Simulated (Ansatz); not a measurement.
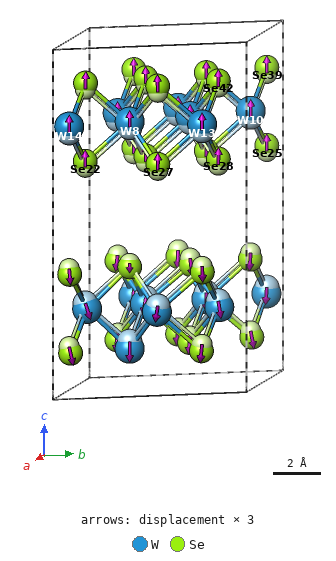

A relaxation of a defect cell of composition W₅Se₉. The starting structure is drawn faded, the final one solid; purple arrows show the displacements, magnified 3 times.

The picture is a ball-and-stick view of the cell of the calculation, seen slightly off an axis.

Case: W on a Se site (f), charge +0, atoms relaxed at the host's cell.

Level of theory: Ansatz 0.2.0, DFT PBE, scalar-relativistic, plane waves, PAW. Set-up: plane-wave cutoff 420 eV; k-point mesh 2 × 2 × 2; occupations gaussian; smearing width 0.01 eV; no spin polarisation; atoms relaxed in a fixed cell; force threshold 0.025 eV/Å; at most 45 steps.

### Describe the change and its energy.

The atom that moves furthest is a W atom (0.31 Å along −c). By element the largest moves are W 0.31 Å, Se 0.29 Å. The cell doesn't change. Near-neighbour distances that change, for instance: W–W 3.321 → 3.187 Å, Se–W 2.548 → 2.595 Å, Se–W 2.548 → 2.575 Å, W–W 2.548 → 2.533 Å. Bond angles that change, for instance: W–W–Se 82.4° → 87.5°, W–Se–W 81.3° → 77.0°, W–W–W 81.3° → 78.0°. The energy falls by 0.195 eV per cell of the calculation in 8 accepted moves (10 points after the start). The largest force component goes from 0.61 to 0.0023 eV/Å. The line search rejected the trial step at point 1 of the run. 1 step only repeated the SCF at the same geometry.
